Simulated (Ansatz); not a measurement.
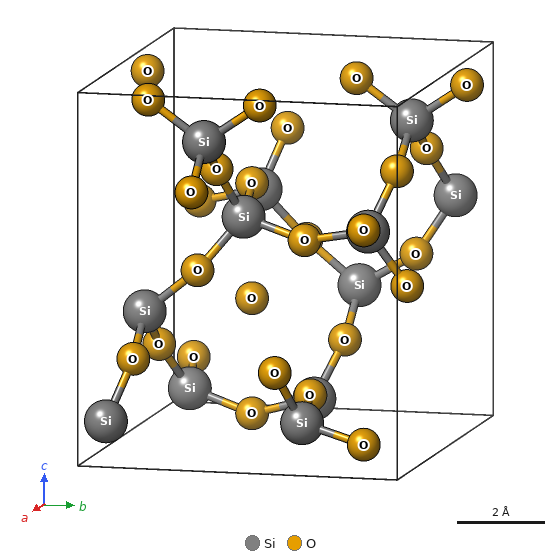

Ball-and-stick drawing of the structure, looking slightly off an axis. Atoms at the boundary of the supercell (the box) are drawn once for each face, edge or corner they touch. The host is SiO2, in a cell of 36 sites, and the cell is neutral.

**What kind of defect was put in?**

An interstitial oxygen atom. It is bonded to no bonds drawn.

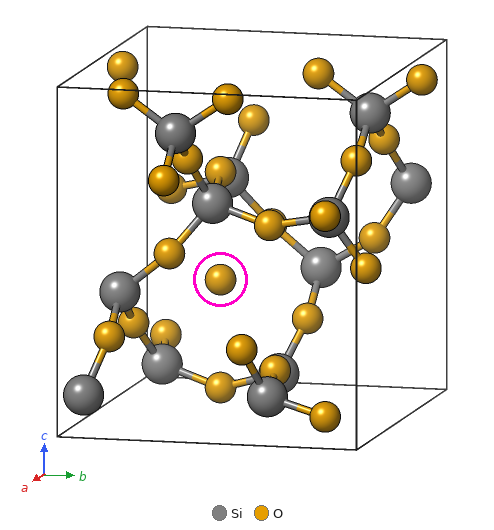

The same cell with a ring at the defect's site.

The atoms were relaxed in the host's cell with Ansatz 0.2.0, DFT PBE, scalar-relativistic, plane waves, PAW.
